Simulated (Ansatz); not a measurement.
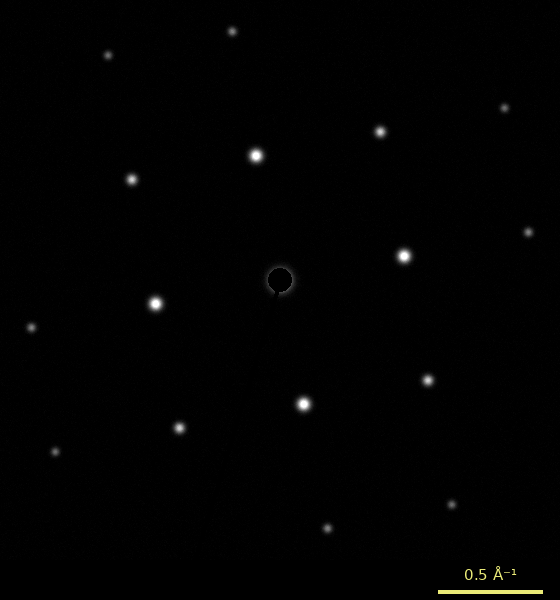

The pattern is a kinematic simulation for 200 kV electrons (no multiple scattering; isotropic B = 1 Å²).

Phase: B, space group Im-3m (No. 229), a = 2.32 Å. Structure: the end point of a relaxation with Ansatz 0.2.0, DFT, revPBE, plane waves (420 eV) with PAW, scalar-relativistic; the starting structure was generated, so it need not be a known form of this composition.

> Determine the zone axis from the geometry of the pattern.

The spots form a square net with both shortest vectors at d = 1.64 Å, 90.0° apart. They index as 1 -1 0 and 1 1 0, so the zone axis is [001] (or an equivalent direction of <001>).

> Which reflections of this zone are missing, and why?

The lattice centring (I) removes all reflections that break h + k + l = 2n.
